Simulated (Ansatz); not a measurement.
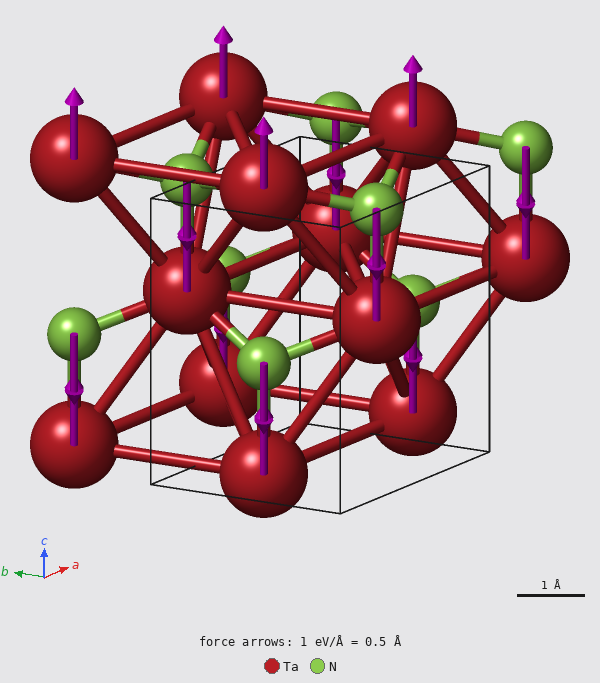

A changed version of solid TaN (set up in P6_3mc), with the computed forces as purple arrows. Besides, all lengths are scaled by −2.0 % (volume −6.0 %). Style: ball-and-stick. Shown: the cell of the calculation, repeated 2 × 2 × 1 with one cell outlined, from a free direction.

All numbers below come from DFT, LDA, PAW with Ansatz's default frozen-core files, scalar-relativistic in Ansatz. Settings: plane-wave cutoff 420 eV; k-point mesh 9 × 9 × 5; occupations fermi dirac; smearing width 0.03 eV; no spin polarisation.

**Where do the forces point?**

The atoms keep their fractional coordinates. No relaxation follows. Energy change: +525 meV per atom. The pressure goes from 118.1 to 165.6 GPa. The principal stresses (compression positive) are 143.6 GPa along c and 176.6 GPa across it. The largest forces, 2.4 eV/Å, act on Ta and N. Some distances before and after: Ta–Ta 3.050 → 2.988 Å, Ta–Ta 3.033 → 2.972 Å, N–Ta 1.902 → 1.863 Å, N–Ta 1.850 → 1.813 Å. The space group stays P6_3mc (No. 186).
